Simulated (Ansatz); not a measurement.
# SnO2 (slab): what the fields show

Input

```
crystal:
  lattice:
    - [3.2120684193, 0.0, 0.0]
    - [0.0, 6.7443405708, 0.0]
    - [0.0, 0.0, 27.7295853126]
  atoms:
    - { symbol: O, position: [0.0, 0.0, 0.2704692449] }
    - { symbol: Sn, position: [0.0, 0.5, 0.3175863299] }
    - { symbol: Sn, position: [0.5, 0.0, 0.3175863299] }
    - { symbol: O, position: [0.5, 0.3062765048, 0.3175863299] }
    - { symbol: O, position: [0.5, 0.6937234952, 0.3175863299] }
    - { symbol: O, position: [0.0, 0.0, 0.3647034149] }
    - { symbol: O, position: [0.0, 0.5, 0.3920783583] }
    - { symbol: Sn, position: [0.0, 0.0, 0.4391954433] }
    - { symbol: Sn, position: [0.5, 0.5, 0.4391954433] }
    - { symbol: O, position: [0.5, 0.8062765048, 0.4391954433] }
    - { symbol: O, position: [0.5, 0.1937234952, 0.4391954433] }
    - { symbol: O, position: [0.0, 0.5, 0.4863125283] }
    - { symbol: O, position: [0.0, 0.0, 0.5136874717] }
    - { symbol: Sn, position: [0.0, 0.5, 0.5608045567] }
    - { symbol: Sn, position: [0.5, 0.0, 0.5608045567] }
    - { symbol: O, position: [0.5, 0.3062765048, 0.5608045567] }
    - { symbol: O, position: [0.5, 0.6937234952, 0.5608045567] }
    - { symbol: O, position: [0.0, 0.0, 0.6079216417] }
    - { symbol: O, position: [0.0, 0.5, 0.6352965851] }
    - { symbol: Sn, position: [0.0, 0.0, 0.6824136701] }
    - { symbol: Sn, position: [0.5, 0.5, 0.6824136701] }
    - { symbol: O, position: [0.5, 0.8062765048, 0.6824136701] }
    - { symbol: O, position: [0.5, 0.1937234952, 0.6824136701] }
    - { symbol: O, position: [0.0, 0.5, 0.7295307551] }
basis:
  ecutwfc: 420
kpoints:
  mp_grid: { grid: [8, 4, 1] }
hamiltonian:
  xc: pbesol
scf:
  occupations: { method: gaussian, width: 0.05 }
output:
  forces: true
  eigenvalues: true
  write_density: true
  write_potential: true
  elf: true
  volumetric_format: npy
relax:
  adjacent_minimum: "off"
  f_tol: 0.02
  max_steps: 60
efield:
  axis: 3
  dipole_correction: true
  ramp_width: 0.04
```

Command:

```sh
ansatz run input.yaml --threads 2 --pin off --max-ram 5120MiB --backend cpu --events-out ev --progress --plain --runs-dir out
```

The fields are those of the run's last geometry, not of the input's.

Method: Ansatz, DFT PBEsol, scalar-relativistic, plane waves, PAW.

In a PAW calculation such maps are meaningful between the atoms, not at the nuclei.

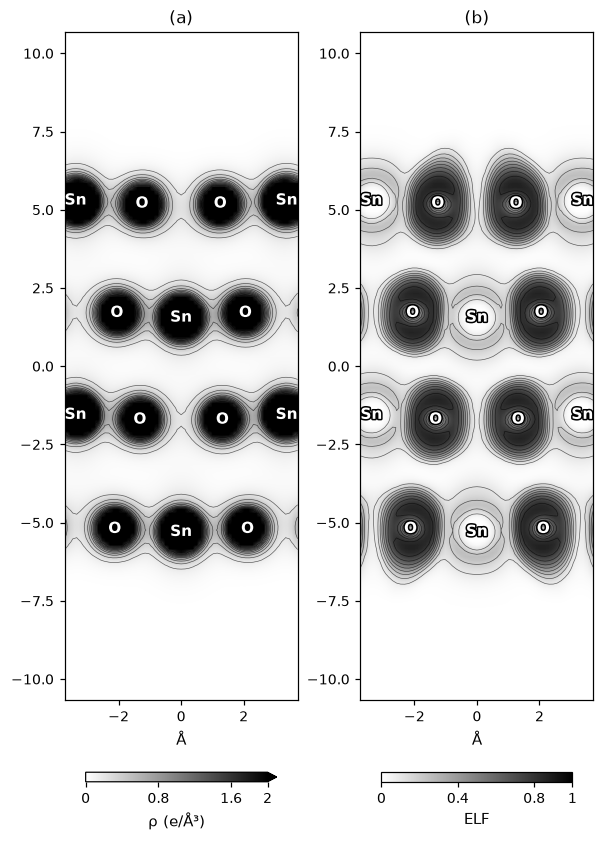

Figure 1. (a) valence charge density (pseudo); (b) ELF on the (100) plane of the calculation cell, a cut from vacuum to vacuum.

Describe what can be read from this map.

Answer.
- The plane passes through Sn and O nuclei.
- Sn–O (2.06 Å): ρ is about 0.66 e/Å³ halfway; the ELF peaks at about 0.80 in the valence shell of O, 0.6 Å from its nucleus, and is about 0.25 at the midpoint (no shared electron pair shows on this line).
- Sn–O (2.12 Å): the density is about 0.57 e/Å³ at the midpoint; the ELF peaks at about 0.85 in the valence shell of O, 0.6 Å from its nucleus, and is about 0.20 at the midpoint: no localised pair shows between them.
- The density dies away to nearly zero in the vacuum.
- The ELF also peaks beside O, away from the bonds: lone-pair regions.

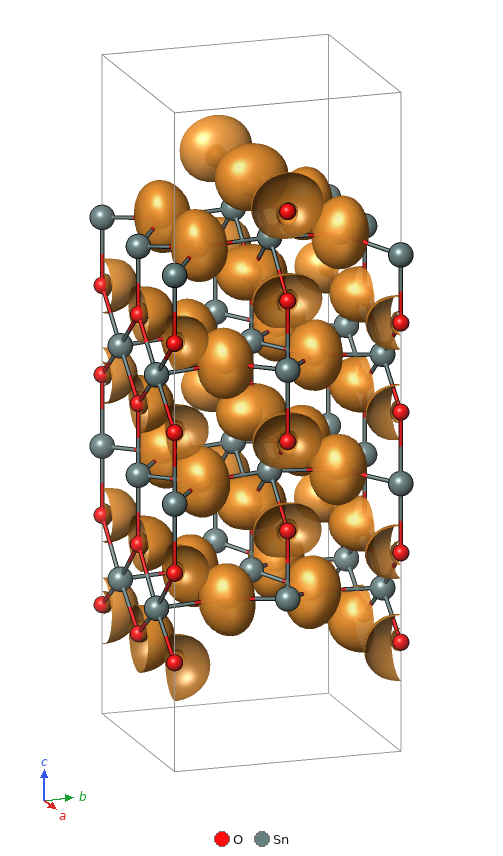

Figure 2. Isosurface of the electron localisation function at 0.65 (orange), seen slightly off an axis. Core shells and regions of very low density are left out. Sticks mark near contacts.

Describe the localisation domains.

Answer. The surface consists of 16 regions wrapped around O (the valence shell of each), counted in one cell of 24 atoms. Counts are for one cell; the picture repeats the cell along the surface. Along the contacts the grid gives the following. Sn–O (1.99 Å): the ELF peaks at about 0.80 in the valence shell of O, 0.6 Å from its nucleus, and is about 0.30 at the midpoint (no shared electron pair shows on this line). Sn–O (2.05 Å): the ELF peaks at about 0.80 in the valence shell of O, 0.6 Å from its nucleus, and is about 0.25 at the midpoint; no shared electron pair shows on this line.

Does the calculation make it a metal, or give it a gap?

Answer. It is gapped, with a Kohn–Sham gap of 0.87 eV on the k-point mesh, an upper bound to the gap of this method.
